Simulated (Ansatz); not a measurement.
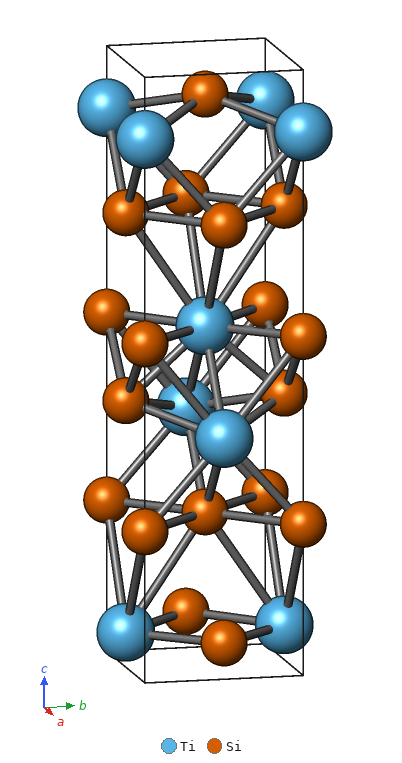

Ball-and-stick drawing of the structure, looking slightly off an axis. The wireframe shows the conventional unit cell.

TiSi$_{2}$, space group Amm2 (No. 38), a = 3.56 Å, b = 3.52 Å, c = 13.35 Å, α = 90.00°, β = 90.00°, γ = 90.00°.

Setup: DFT PBEsol, scalar-relativistic, plane waves, PAW (Ansatz); a plane-wave cutoff of 420 eV, k-points about 0.13 Å⁻¹ apart, Gaussian smearing of 0.15 eV, no spin polarisation.

What is the band gap, if any?

Answer. A metal: bands cross the Fermi level.

State the hydrostatic pressure.

Answer. The computed pressure is 8.0 GPa (compressed: it would expand). The stress isn't hydrostatic: its largest component is 14.0 GPa.

The cell started as a structure listed in the Materials Project. The cell was then strained or its atoms displaced on purpose. A calculation with Ansatz used it as input.

At this level of theory the run's own cell isn't at rest (compressed, at 8 GPa and forces up to 6.2 eV/Å), so its distances can differ from those at equilibrium, the more so the softer the solid.
